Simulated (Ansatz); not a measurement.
**TiPbO3 (slab): density, localisation and related maps**

```
CELL_PARAMETERS angstrom
3.83936 0.00000 0.00000
0.00000 6.13018 0.00000
0.00000 0.00000 25.47579
ATOMIC_POSITIONS crystal
O 0.50000 0.73938 0.27305
O 0.50000 0.20120 0.29998
Pb 0.00000 0.51683 0.28360
Ti 0.50000 0.94425 0.32644
O 0.00000 0.83983 0.34490
O 0.50000 0.01921 0.40903
O 0.50000 0.49412 0.41731
Pb 0.00000 0.77961 0.43332
Ti 0.50000 0.25788 0.45374
O 0.00000 0.20148 0.47495
O 0.50000 0.38236 0.53659
O 0.50000 0.85651 0.54306
Pb 0.00000 0.14917 0.56296
Ti 0.50000 0.62258 0.58050
O 0.00000 0.56796 0.60271
O 0.50000 0.76862 0.66125
O 0.50000 0.25660 0.67068
Pb 0.00000 0.52658 0.69052
Ti 0.50000 0.00550 0.70430
O 0.00000 0.98752 0.72816
```

Computed without spin polarisation.

These are results of Ansatz 0.2.0, DFT PBE, scalar-relativistic, plane waves, PAW, not measurements.

In a PAW calculation such maps are meaningful between the atoms, not at the nuclei.

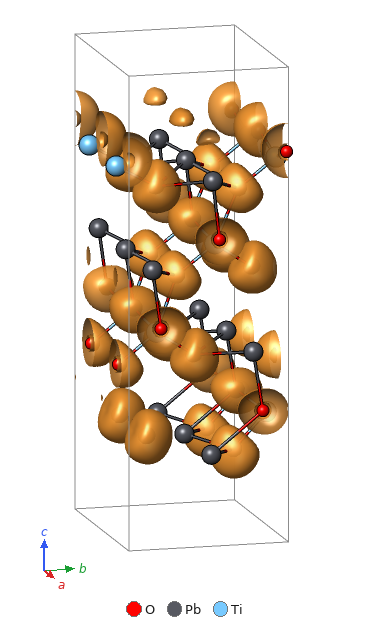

Figure 1. Isosurface of the ELF at 0.65 (orange), seen slightly off an axis. Only the valence region is drawn (cores and ρ < 0.01 e/Å³ removed). Sticks mark near contacts.

Q: What do the ELF domains correspond to?

A: The surface consists of one lobe on Pb, pointing away from the bonds (lone pairs) and twelve regions wrapped around O (the valence shell of each), counted in one cell of 20 atoms. Counts are for one cell; the picture repeats the cell along the surface.


Ti–O (1.71 Å): the ELF peaks at about 0.80 in the valence shell of O, 0.5 Å from its nucleus, and is about 0.35 at the midpoint. Pb–O (2.25 Å): the ELF peaks at about 0.80 in the valence shell of O, 0.6 Å from its nucleus, and drops to about 0.20 between the two atoms.

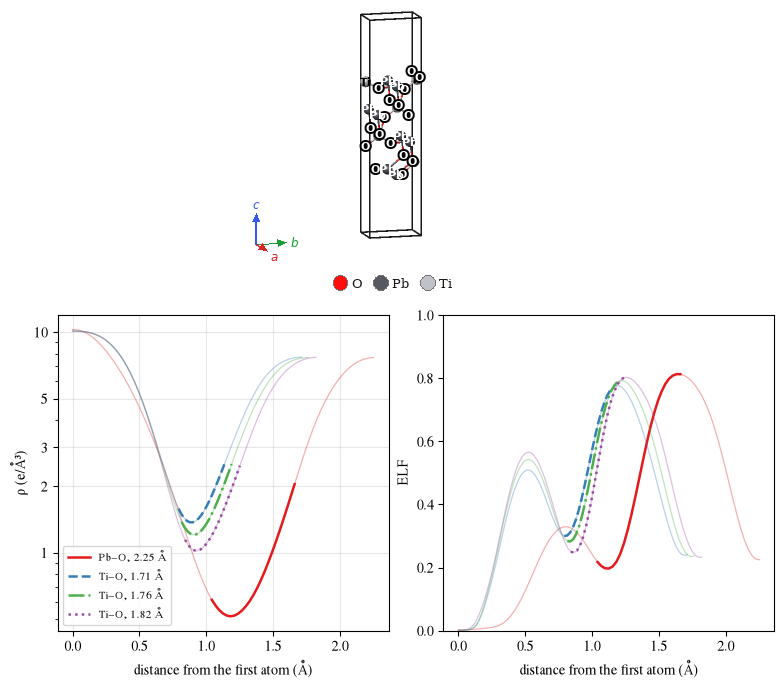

Figure 2. Valence charge density (pseudo) and electron localisation function along straight lines between neighbouring atoms. Thin, pale parts lie inside the atomic spheres. The structure is drawn too.

Q: What can be read from the curves?

A: Pb–O (2.25 Å): ρ is about 0.53 e/Å³ halfway; the ELF peaks at about 0.80 in the valence shell of O, 0.6 Å from its nucleus, and drops to about 0.20 between the two atoms.
Ti–O (1.71 Å): ρ at the midpoint is about 1.4 e/Å³; the ELF peaks at about 0.80 in the valence shell of O, 0.5 Å from its nucleus, and is about 0.35 at the midpoint.
Ti–O (1.76 Å): the density is about 1.2 e/Å³ at the midpoint; the ELF peaks at about 0.80 in the valence shell of O, 0.6 Å from its nucleus, and is about 0.30 at the midpoint.
Ti–O (1.82 Å): the density is about 1 e/Å³ at the midpoint; the ELF peaks at about 0.80 in the valence shell of O, 0.6 Å from its nucleus, and is about 0.25 at the midpoint: no localised pair shows between them.

Q: Does the calculation make it a metal, or give it a gap?

A: It is gapped, with a Kohn–Sham gap of 0.62 eV on the k-point mesh, an upper bound to the gap of this method.
